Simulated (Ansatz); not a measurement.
# How KCl (Sylvite, Fm-3m) expands on warming, part 2 of 4

Aim: the lattice, expansion, heat capacity and bulk modulus of KCl (Sylvite) as it warms.

What experiment has found for this phase:
- volume expansion coefficient 111.3 1e-6/K and heat capacity C_P per formula unit 51.7 J/mol/K near room temperature (given in “High-Throughput Prediction of Finite-Temperature Properties using the Quasi-Harmonic Approximation”, 2016, arXiv:1603.06924)
- volume expansion coefficient 114.9 1e-6/K near room temperature (given in “Descriptors for thermal expansion in solids”, 2017, arXiv:1701.03966)

Ansatz 0.2.0; DFT LDA, scalar-relativistic, plane waves, PAW (the session's first sound run).

So far. Step 2 (A first coarse run): The start is under -2.0 GPa at this level and looks like an insulator or semiconductor on this mesh.

### 5. Relaxing to small residual forces and stress

The relaxation is repeated with tighter thresholds on force and stress, since phonons are sensitive to what is left; a change of mesh or smearing in the input moves the cell too.

Contents of input.yaml:

```yaml
crystal:
  lattice:
    - [0.0, 3.0393353159, 3.0393353159]
    - [3.0393353159, 0.0, 3.0393353159]
    - [3.0393353159, 3.0393353159, 0.0]
  atoms:
    - { symbol: K, position: [0.0, 0.0, 0.0] }
    - { symbol: Cl, position: [0.5, 0.5, 0.5] }
kpoints:
  mp_grid: { grid: [8, 8, 8] }
hamiltonian:
  xc: lda
scf:
  occupations: { method: fixed }
output:
  forces: true
  stress: true
  eigenvalues: true
  write_density: true
  write_potential: true
  elf: true
  volumetric_format: npy
relax:
  adjacent_minimum: "off"
  f_tol: 0.001
  max_steps: 60
  cell: { stress_tol: 0.01 }
```

Run with:

```console
> ansatz run input.yaml --threads 4 --pin off --max-ram 16384MiB --backend cpu --events-out ev --progress --plain --runs-dir out
```

Numbers of over 12 decimals in the logs are rounded to 6 here.

Output:

```text
[...]
Crystal: 2 atoms, lattice volume = 56.152 Å³
Basis set: ecut = 420 eV, 1067 PW (Γ)
Bands: 12, of which v1, the nominal top of the filled ones, is band 8 counted from 1 (7 counted from 0)
Symmetry: 48 space group operations
[...]
k-points: 29 of 512
[...]
SCF iter   1: F=—  HF=-2544.300519 eV  |F-HF|=—  |Δ(HF+E_count)|=         —  Δρ=6.61e-3  dr2=2.36e-2  ethr=1.77e-3  ⟨swp⟩=4.7  Hψ=1884  notcnv=0  defer=55
[...]
SCF iter   6: F=-2544.291911 eV  HF=-2544.291911 eV  |F-HF|=4.57e-10  |Δ(HF+E_count)|=   1.10e-8  Δρ=1.07e-6  dr2=6.59e-10  ethr=2.39e-10  ⟨swp⟩=6.9  Hψ=2534  notcnv=0
SCF 1 converged in 6 iterations: F = -2544.291911 eV  dr2 = 6.59e-10
[...]
relax step   1: F+E_penalty+E_count = -2544.29191104 eV  Δ(F+E_penalty+E_count) = +0.000e0 eV  max|allowed force component| = 5.193e-30 eV/Å  Δτ_max = 0.0000 Å  P = -0.029 GPa  Ω = 56.152 Å³  (6 SCF iters, dr2 threshold 1.00e-7 eV, accepted)
Crystal: 2 atoms, lattice volume = 56.106 Å³
[...]
SCF iter   4: F=-2544.291918 eV  HF=-2544.291918 eV  |F-HF|=7.28e-12  |Δ(HF+E_count)|=   1.35e-9  Δρ=6.02e-7  dr2=1.82e-10  ethr=1.34e-11  ⟨swp⟩=7.1  Hψ=2162  notcnv=0
SCF 2 converged in 4 iterations: F = -2544.291918 eV  dr2 = 1.82e-10
relax step   2: F+E_penalty+E_count = -2544.29191769 eV  Δ(F+E_penalty+E_count) = -6.651e-6 eV  max|allowed force component| = 3.336e-30 eV/Å  Δτ_max = 0.0000 Å  P = -0.009 GPa  Ω = 56.106 Å³  energy of the carried Pulay correction = +1.067e-6 eV  (4 SCF iters, dr2 threshold 2.15e-9 eV, accepted)
[...]
SCF iter   8: F=-2544.291916 eV  HF=-2544.291916 eV  |F-HF|=4.55e-13  |Δ(HF+E_count)|=  4.55e-13  Δρ=1.51e-8  dr2=1.08e-13  ethr=1.00e-12  ⟨swp⟩=5.5  Hψ=2050  notcnv=0
SCF 3 converged in 8 iterations: F = -2544.291916 eV  dr2 = 1.08e-13
relax step   3: F+E_penalty+E_count = -2544.29191585 eV  Δ(F+E_penalty+E_count) = +1.846e-6 eV  max|allowed force component| = 4.339e-30 eV/Å  Δτ_max = 0.0000 Å  P = -0.009 GPa  Ω = 56.106 Å³  stress off target by 9.40e-3 GPa  SCF on the basis re-selected at this cell (its energy is not comparable with the rows above)  (8 SCF iters)
[...]
SCF converged after 8 iterations
Free energy (F): -2544.291916 eV
[...]
Internal energy: -2544.291916 eV  (E = F + TS)
E sigma→0 (E₀):  -2544.291916 eV
Fermi energy:    1.340232 eV
[...]
--- Stress (GPa, compression-positive) ---
       -0.009401      -0.000000      -0.000000
       -0.000000      -0.009401      -0.000000
       -0.000000      -0.000000      -0.009401
  P = ⅓ Tr σ = -0.0094 GPa (-0.094 kbar)
--- Band table (eV; the first three rows and the last of 29) ---
  k-point 0: bands = [... 4 lower, -8.9729, 1.3402, 1.3402, 1.3402, 6.4507, 9.4389, 9.4389, 9.4389]
  k-point 1: bands = [... 4 lower, -8.9220, 1.0927, 1.2697, 1.2697, 6.8791, 9.3158, 9.6581, 9.6581]
  k-point 2: bands = [... 4 lower, -8.8057, 0.5883, 1.1075, 1.1075, 7.8266, 9.2751, 10.2810, 10.2810]
  k-point 28: bands = [... 4 lower, -8.8526, 0.7086, 0.7826, 0.7826, 9.1542, 9.1542, 10.9023, 11.3846]
--- Relaxed structure (2 steps of the walk, 2 accepted, 1 SCFs on fresh bases) ---
[...]
cell:  # Å, volume = 56.1058 Å³
    - [0.0, 3.038501, 3.038501]
    - [3.038501, 0, 3.038501]
    - [3.038501, 3.038501, 0]
  atoms:
    - { symbol: K, position: [0, 0, 0] }
    - { symbol: Cl, position: [0.5, 0.5, 0.5] }
```

The job ended after 1 s (4 threads of Arm Neoverse V2, shared host; peak memory 0.3 GiB; 3.2 s of CPU time).

Little changed from the start: no atom moved by 0.005 Å and no cell edge by 0.1 %.

Numbers from this step:

```
pressure          : -0.009401 GPa
gap on the k-mesh : 5.110 eV
volume per atom   : 28.05 Å³
```

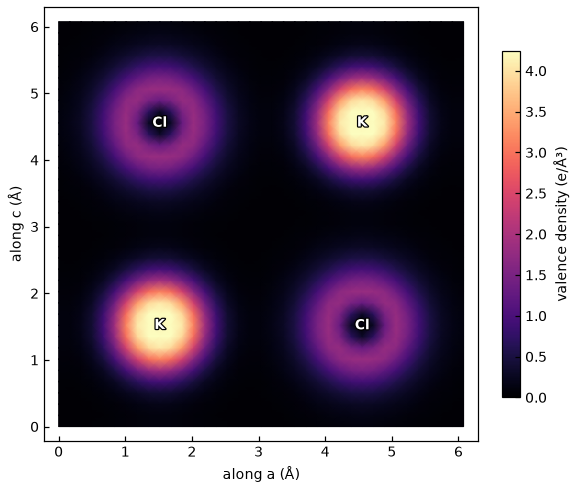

Valence density in the ac plane of the conventional cell at fractional y = 0.000, with atoms of K and Cl within 0.2 Å of it. It is the smooth field of the valence electrons, not physical close to the nuclei. The map starts off the cell's origin, so that atoms lie inside it.

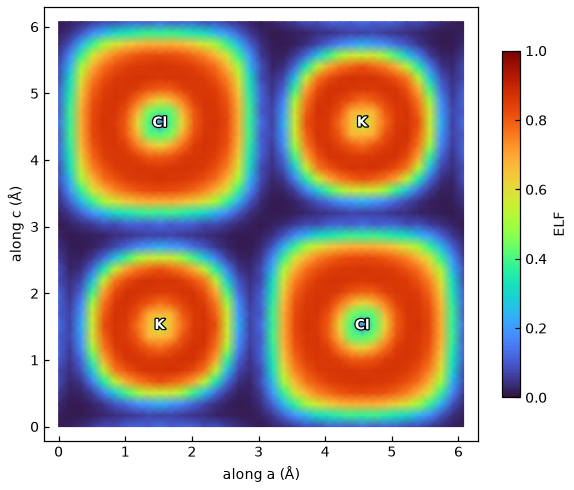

ELF in the ac plane of the conventional cell at fractional y = 0.000, with atoms of K and Cl within 0.2 Å of it. It is the smooth field of the valence electrons, not physical close to the nuclei. The map starts off the cell's origin, so that atoms lie inside it.

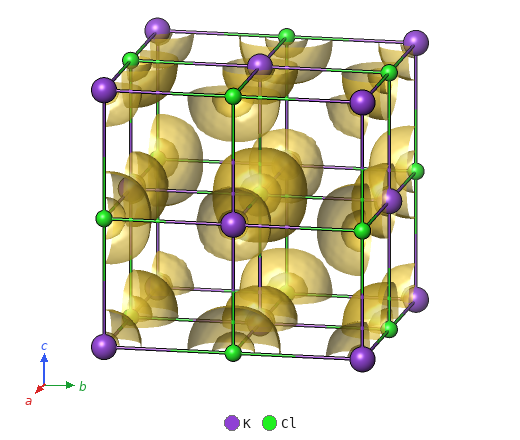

Surface of ELF = 0.79.

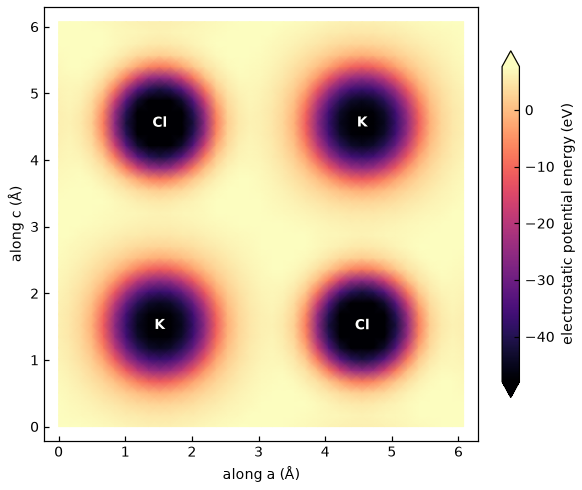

Electrostatic potential energy in the ac plane of the conventional cell at fractional y = 0.000, with atoms of K and Cl within 0.2 Å of it. With pseudopotentials it is smooth inside the atoms' cores, unlike the true potential. The map starts off the cell's origin, so that atoms lie inside it.

The residual pressure is -0.0094 GPa, small enough for phonons.

### 6. The quasi-harmonic study, functional LDA, q-mesh 2×2×2

The study relaxes the crystal at several strains, solves the phonons on some of them and minimises the free energy at each temperature (static energy, vibrations, the electrons in a metal, and PV under a set pressure); the q-mesh sets how far the force constants reach.

input.yaml, the sections that differ from step 5:

```yaml
crystal:
  lattice:
    - [0.0, 3.0385007308, 3.0385007308]
    - [3.0385007308, 0.0, 3.0385007308]
    - [3.0385007308, 3.0385007308, 0.0]
  atoms:
    - { symbol: K, position: [0.0, 0.0, 0.0] }
    - { symbol: Cl, position: [0.5, 0.5, 0.5] }
output:
  eigenvalues: true
phonons:
  method: dfpt
  qmesh: [2, 2, 2]
  temperatures: { t_max: 800.0, t_step: 50 }
  thermal_expansion: {}
# kpoints, hamiltonian, scf: as in step 5
# relax: removed
```

Output:

```text
[...]
Crystal: 2 atoms, lattice volume = 56.106 Å³
Basis set: ecut = 487.2 eV, 1363 PW (Γ), exchange–correlation on 64×64×64 points (8 copies of the dense FFT grid, shifted against one another)
Bands: 12, of which v1, the nominal top of the filled ones, is band 8 counted from 1 (7 counted from 0)
Symmetry: 48 space group operations
[...]
k-points: 29 of 512
[...]
SCF iter   1: F=—  HF=-2544.300690 eV  |F-HF|=—  |Δ(HF+E_count)|=         —  Δρ=6.68e-3  dr2=2.43e-2  ethr=1.77e-3  ⟨swp⟩=4.9  Hψ=1889  notcnv=0  defer=55
[...]
SCF iter   7: F=-2544.292119 eV  HF=-2544.292119 eV  |F-HF|=9.09e-13  |Δ(HF+E_count)|=  1.30e-10  Δρ=1.33e-7  dr2=3.93e-12  ethr=1.00e-12  ⟨swp⟩=6.7  Hψ=1874  notcnv=0
SCF 1 converged in 7 iterations: F = -2544.292119 eV  dr2 = 3.93e-12
[...]
relax step   1: F+E_penalty+E_count = -2544.29211882 eV  Δ(F+E_penalty+E_count) = +0.000e0 eV  max|allowed force component| = 3.386e-30 eV/Å  Δτ_max = 0.0000 Å  (7 SCF iters, accepted)
SCF converged after 7 iterations
Free energy (F): -2544.292119 eV
[...]
Internal energy: -2544.292119 eV  (E = F + TS)
E sigma→0 (E₀):  -2544.292119 eV
Fermi energy:    1.340245 eV
[...]
--- Stress (GPa, compression-positive) ---
       -0.009386       0.000000      -0.000000
        0.000000      -0.009386       0.000000
        0.000000       0.000000      -0.009386
  P = ⅓ Tr σ = -0.0094 GPa (-0.094 kbar)
--- Band table (eV; the first three rows and the last of 29) ---
  k-point 0: bands = [... 4 lower, -8.9728, 1.3402, 1.3402, 1.3402, 6.4507, 9.4389, 9.4389, 9.4389]
  k-point 1: bands = [... 4 lower, -8.9219, 1.0927, 1.2697, 1.2697, 6.8791, 9.3158, 9.6581, 9.6581]
  k-point 2: bands = [... 4 lower, -8.8056, 0.5883, 1.1076, 1.1076, 7.8266, 9.2751, 10.2810, 10.2810]
  k-point 28: bands = [... 4 lower, -8.8526, 0.7086, 0.7827, 0.7827, 9.1541, 9.1541, 10.9023, 11.3846]
── thermal expansion: 3 new cells, 3 in all ──
thermal expansion: relaxation of cell 2
thermal expansion: relaxation of cell 3
── thermal expansion: 2 new cells, 5 in all ──
thermal expansion: relaxation of cell 4
thermal expansion: lower-state search of cell 4
thermal expansion: phonons of cell 4
thermal expansion: relaxation of cell 5
thermal expansion: phonons of cell 5
── thermal expansion: 8 new cells, 13 in all ──
thermal expansion: relaxation of cell 6
thermal expansion: relaxation of cell 7
thermal expansion: relaxation of cell 8
thermal expansion: relaxation of cell 9
thermal expansion: relaxation of cell 10
thermal expansion: relaxation of cell 11
thermal expansion: relaxation of cell 12
thermal expansion: relaxation of cell 13
thermal expansion: phonons of cell 6
thermal expansion: phonons of cell 7
thermal expansion: phonons of cell 8
thermal expansion: phonons of cell 9
thermal expansion: phonons of cell 10
--- Relaxed structure (1 steps of the walk, 1 accepted, 0 SCFs on fresh bases) ---
  F+E_penalty+E_count = -2544.29211882 eV   max|allowed force component| = 3.386e-30 eV/Å
  atoms:
    - { symbol: K, position: [0.0, 0.0, 0.0] }
    - { symbol: Cl, position: [0.5, 0.5, 0.5] }
--- Thermal expansion: 13 cells in 3 rounds, 0 GPa ---
  no lower state was reached at cell 4
  without vibrations: a 4.29654, b 4.29654, c 4.29654 Å, V 56.0843 Å³, B 24.26 GPa
  at 0 K: a 4.31033, b 4.31033, c 4.31033 Å, V 56.6261 Å³, B 23.47 GPa
  zero-point expansion: a +0.321, b +0.321, c +0.321, V +0.966 %
      T/K        a/Å        b/Å        c/Å       V/Å³ | expansion of a, b, c, V (1e-6/K)   | that of V in the mean from 25 °C | C_P, C_V (J/mol K of the cell) | B_T, B_S (GPa)
     0.00    4.31033    4.31033    4.31033    56.6261 |    0.00    0.00    0.00    0.00 |   72.22 |     0.000     0.000 |    23.47    23.47
   100.00    4.31473    4.31473    4.31473    56.7998 |   23.45   23.45   23.45   70.34 |   93.51 |    38.453    38.067 |    22.83    23.06
   200.00    4.32712    4.32712    4.32712    57.2903 |   32.15   32.15   32.15   96.44 |  102.44 |    47.924    46.542 |    21.54    22.18
   298.15    4.34172    4.34172    4.34172    57.8722 |   36.31   36.31   36.31  108.93 |       - |    50.878    48.391 |    20.17    21.21
   350.00    4.35013    4.35013    4.35013    58.2090 |   38.32   38.32   38.32  114.96 |  112.26 |    51.965    48.817 |    19.41    20.67
   450.00    4.36772    4.36772    4.36772    58.9183 |   42.53   42.53   42.53  127.59 |  119.04 |    53.910    49.263 |    17.88    19.57
   550.00    4.38744    4.38744    4.38744    59.7197 |   47.77   47.77   47.77  143.31 |  126.76 |    56.076    49.487 |    16.22    18.38
   650.00    4.40993    4.40993    4.40993    60.6431 |   54.96   54.96   54.96  164.88 |  136.08 |    58.888    49.616 |    14.37    17.05
   750.00    4.43648    4.43648    4.43648    61.7450 |   65.99   65.99   65.99  197.97 |  148.10 |    63.080    49.696 |    12.24    15.54
   800.00    4.45202    4.45202    4.45202    62.3961 |   74.33   74.33   74.33  222.98 |  155.76 |    66.205    49.725 |    11.03    14.68
  the static fit leaves 0.000 meV an atom of the energies and, of the stresses, 0.000 GPa of each cell's largest along a strain (root mean squares over the cells), whose Pulay part it has at -0.003 GPa
  vibrations' free energy: its fit leaves 0.0002 meV an atom at the most
  the electrons' free energy at temperature is not in it: every band gap is over 0.83 eV
  free energies summed between the sampled wave vectors
  estimated error of the fitted expansion in any direction: up to 0.394e-6/K, at 800 K (an estimate, not a bound: it was exceeded on models of known expansion)
  by sums over the sampled wave vectors an expansion of the volume parts by up to 9.38e-6/K
  by a static energy of one degree less an expansion of the volume parts by up to 1.12e-6/K
  the FFT grids of the static calculations differ: 32 × 32 × 32, 36 × 36 × 36
  band gaps on the cells' k-points are 4.620 to 5.226 eV
```

Elapsed: 2 min, on 4 threads; peak memory 0.62 GiB.

Numbers from this step:

- pressure: -0.009386 GPa
- volume expansion coefficient at 298 K: 108.9 1e-6/K
- C_P at 298 K: 25.44 J/mol-atom/K
- entropy at 298 K: 40.34 J/mol-atom/K
- isothermal bulk modulus at 298 K: 20.17 GPa
- Grüneisen parameter at 298 K: 1.582
- volume at 298 K: 28.94 Å³/atom
- principal linear expansion coefficients at 298 K: 36.31, 36.31, 36.31 1e-6/K

Strained cells of the study; zero-point energy where phonons were solved; the pressures are stresses at a fixed cutoff and can carry an offset from the finite basis. Expansion cells, by row:

| cell | \|a\| (Å) | \|b\| (Å) | \|c\| (Å) | V (Å³/atom) | E - E_lowest (meV/atom) | pressure, compression positive (GPa) | gap (eV) | zero-point energy (meV/atom) |
| --- | --- | --- | --- | --- | --- | --- | --- | --- |
| 1 | 4.297 | 4.297 | 4.297 | 28.05 | 0 | -0.012 | 5.11 | - |
| 2 | 4.331 | 4.331 | 4.331 | 28.73 | 1.223 | -0.557 | 5.022 | - |
| 3 | 4.263 | 4.263 | 4.263 | 27.39 | 1.202 | 0.602 | 5.202 | - |
| 4 | 4.297 | 4.297 | 4.297 | 28.05 | 0 | -0.01 | 5.111 | 23.59 |
| 5 | 4.318 | 4.318 | 4.318 | 28.47 | 0.486 | -0.359 | 5.055 | 22.99 |
| 6 | 4.331 | 4.331 | 4.331 | 28.73 | 1.211 | -0.555 | 5.022 | 22.63 |
| 7 | 4.366 | 4.366 | 4.366 | 29.42 | 4.672 | -1.036 | 4.937 | 21.68 |
| 8 | 4.401 | 4.401 | 4.401 | 30.13 | 10.22 | -1.46 | 4.854 | 20.75 |
| 9 | 4.436 | 4.436 | 4.436 | 30.86 | 17.72 | -1.831 | 4.774 | 19.82 |
| 10 | 4.471 | 4.471 | 4.471 | 31.61 | 27 | -2.154 | 4.696 | 18.91 |
| 11 | 4.254 | 4.254 | 4.254 | 27.22 | 1.922 | 0.771 | 5.226 | - |
| 12 | 4.276 | 4.276 | 4.276 | 27.63 | 0.464 | 0.366 | 5.168 | - |
| 13 | 4.507 | 4.507 | 4.507 | 32.37 | 37.96 | -2.434 | 4.62 | - |

Quasi-harmonic; a, b, c are the run's own cell vectors. Expansion, by row:

| T (K) | a (Å) | b (Å) | c (Å) | alpha (deg) | beta (deg) | gamma (deg) | cell volume (Å³/cell) | alpha_a (1e-6/K) | alpha_b (1e-6/K) | alpha_c (1e-6/K) | alpha_V (1e-6/K) | C_P (J/mol-atom/K) | C_V (J/mol-atom/K) | S (J/mol-atom/K) | B_T (GPa) | B_S (GPa) | Grueneisen | extrapolation | fit error (1e-6/K) |
| --- | --- | --- | --- | --- | --- | --- | --- | --- | --- | --- | --- | --- | --- | --- | --- | --- | --- | --- | --- |
| 0 | 4.31 | 4.31 | 4.31 | 60 | 60 | 60 | 56.63 | 0 | 0 | 0 | 0 | 0 | 0 | 0 | 23.47 | 23.47 | - | 0 | 0 |
| 50 | 4.311 | 4.311 | 4.311 | 60 | 60 | 60 | 56.65 | 9.93 | 9.93 | 9.93 | 29.79 | 10.13 | 10.11 | 4.903 | 23.35 | 23.39 | 1.174 | 0 | 0 |
| 100 | 4.315 | 4.315 | 4.315 | 60 | 60 | 60 | 56.8 | 23.45 | 23.45 | 23.45 | 70.34 | 19.23 | 19.03 | 15.26 | 22.83 | 23.06 | 1.443 | 0 | 0.01 |
| 150 | 4.32 | 4.32 | 4.32 | 60 | 60 | 60 | 57.03 | 29.06 | 29.06 | 29.06 | 87.19 | 22.48 | 22.05 | 23.77 | 22.2 | 22.64 | 1.508 | 0 | 0.01 |
| 200 | 4.327 | 4.327 | 4.327 | 60 | 60 | 60 | 57.29 | 32.15 | 32.15 | 32.15 | 96.44 | 23.96 | 23.27 | 30.46 | 21.54 | 22.18 | 1.54 | 0 | 0.02 |
| 250 | 4.334 | 4.334 | 4.334 | 60 | 60 | 60 | 57.58 | 34.4 | 34.4 | 34.4 | 103.2 | 24.83 | 23.87 | 35.91 | 20.85 | 21.69 | 1.563 | 0 | 0.03 |
| 298.1 | 4.342 | 4.342 | 4.342 | 60 | 60 | 60 | 57.87 | 36.31 | 36.31 | 36.31 | 108.9 | 25.44 | 24.2 | 40.34 | 20.17 | 21.21 | 1.582 | 0 | 0.04 |
| 300 | 4.342 | 4.342 | 4.342 | 60 | 60 | 60 | 57.88 | 36.38 | 36.38 | 36.38 | 109.2 | 25.46 | 24.2 | 40.5 | 20.14 | 21.19 | 1.583 | 0 | 0.04 |
| 350 | 4.35 | 4.35 | 4.35 | 60 | 60 | 60 | 58.21 | 38.32 | 38.32 | 38.32 | 115 | 25.98 | 24.41 | 44.46 | 19.41 | 20.67 | 1.603 | 0 | 0.05 |
| 400 | 4.359 | 4.359 | 4.359 | 60 | 60 | 60 | 58.55 | 40.34 | 40.34 | 40.34 | 121 | 26.47 | 24.54 | 47.96 | 18.66 | 20.13 | 1.623 | 0 | 0.06 |
| 450 | 4.368 | 4.368 | 4.368 | 60 | 60 | 60 | 58.92 | 42.53 | 42.53 | 42.53 | 127.6 | 26.95 | 24.63 | 51.11 | 17.88 | 19.57 | 1.643 | 0 | 0.08 |
| 500 | 4.377 | 4.377 | 4.377 | 60 | 60 | 60 | 59.31 | 44.98 | 44.98 | 44.98 | 134.9 | 27.47 | 24.7 | 53.97 | 17.07 | 18.99 | 1.665 | 0 | 0.08 |
| 550 | 4.387 | 4.387 | 4.387 | 60 | 60 | 60 | 59.72 | 47.77 | 47.77 | 47.77 | 143.3 | 28.04 | 24.74 | 56.62 | 16.22 | 18.38 | 1.689 | 0 | 0.09 |
| 600 | 4.398 | 4.398 | 4.398 | 60 | 60 | 60 | 60.16 | 51.04 | 51.04 | 51.04 | 153.1 | 28.68 | 24.78 | 59.09 | 15.32 | 17.73 | 1.715 | 0 | 0.11 |
| 650 | 4.41 | 4.41 | 4.41 | 60 | 60 | 60 | 60.64 | 54.96 | 54.96 | 54.96 | 164.9 | 29.44 | 24.81 | 61.41 | 14.37 | 17.05 | 1.744 | 0 | 0.12 |
| 700 | 4.423 | 4.423 | 4.423 | 60 | 60 | 60 | 61.17 | 59.8 | 59.8 | 59.8 | 179.4 | 30.37 | 24.83 | 63.62 | 13.35 | 16.33 | 1.776 | 0 | 0.13 |
| 750 | 4.436 | 4.436 | 4.436 | 60 | 60 | 60 | 61.74 | 65.99 | 65.99 | 65.99 | 198 | 31.54 | 24.85 | 65.76 | 12.24 | 15.54 | 1.814 | 0 | 0.09 |
| 800 | 4.452 | 4.452 | 4.452 | 60 | 60 | 60 | 62.4 | 74.33 | 74.33 | 74.33 | 223 | 33.1 | 24.86 | 67.84 | 11.03 | 14.68 | 1.858 | 0 | 0.39 |

The expansion coefficient by temperature; values in 1e-6/K:

| temperature (K) | volume | principal 1 |
| --- | --- | --- |
| 0 | 0 | 0 |
| 50 | 29.8 | 9.93 |
| 100 | 70.3 | 23.4 |
| 150 | 87.2 | 29.1 |
| 200 | 96.4 | 32.1 |
| 250 | 103 | 34.4 |
| 298 | 109 | 36.3 |
| 300 | 109 | 36.4 |
| 350 | 115 | 38.3 |
| 400 | 121 | 40.3 |
| 450 | 128 | 42.5 |
| 500 | 135 | 45.0 |
| 550 | 143 | 47.8 |
| 600 | 153 | 51.0 |
| 650 | 165 | 55.0 |
| 700 | 179 | 59.8 |
| 750 | 198 | 66.0 |
| 800 | 223 | 74.3 |

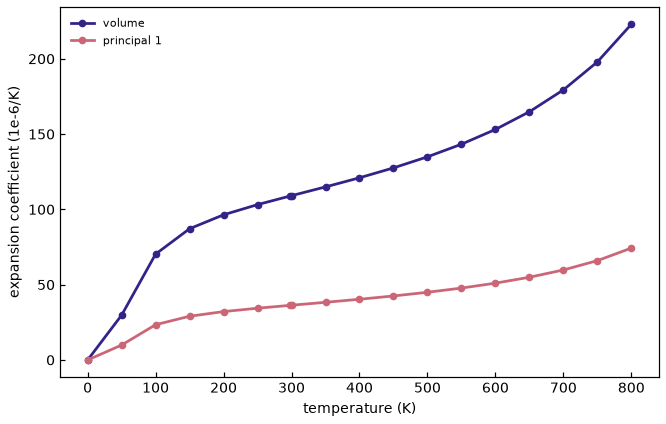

Expansion coefficient against temperature.

At 298 K the volume expansion is 109 × 10⁻⁶/K and B_T is 20.2 GPa. The program raised the cutoff to 487.2 eV by itself: with no cutoff typed, the study takes about 1.16 times the default for its relaxations and scales it with the volume for the phonons.

(Continued in part 3 of 4.)

[Logs are printed without paths, hosts, clocks, repeated set-up lines and the standing remarks that a program may print on its own settings, such as how far it seeks lower states.]

[Hosts, paths, dates, database ids (printed as entryN), source tags and the programs' standing remarks are cut or masked in the printed files.]

[A step with changed settings may run another functional than the one named; its input shows which.]
